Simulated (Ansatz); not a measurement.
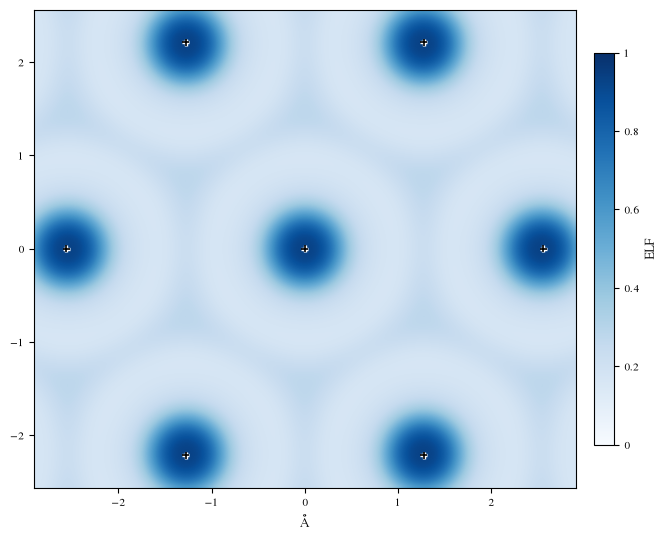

The electron localisation function on a plane through atoms (crosses mark nuclei in the plane).

Level of theory: DFT PBEsol, scalar-relativistic, plane waves, PAW (Ansatz).

Candidates:
A. Ti, a = 3.15 Å, b = 3.15 Å, c = 3.54 Å, α = 90.00°, β = 90.00°, γ = 90.00°. Space group I4/mmm; changed on purpose from its base cell (strain -0.040 along x and y, +0.080 along z, atoms carried along); computed pressure about −6 GPa in this cell; computed without spin polarisation.
B. Cu, a = 3.62 Å, b = 3.62 Å, c = 3.62 Å, α = 90.00°, β = 90.00°, γ = 90.00°. Space group Fm-3m; computed pressure about −6 GPa in this cell; computed without spin polarisation.
C. MoS, a = 2.97 Å, b = 2.97 Å, c = 5.94 Å, α = 90.00°, β = 90.00°, γ = 90.00°. Space group Pm-3m; started from the CsCl (B2) prototype, which need not be the ambient phase; the program warned that a starting moment wasn't kept; spin-polarised, but the moments vanished.

> Which system is this?

Candidate B: Cu on the (111) plane of the conventional cell, which holds Cu. Cu–Cu (2.56 Å): the ELF is about 0.20 at the midpoint: no shared electron pair shows on this line.
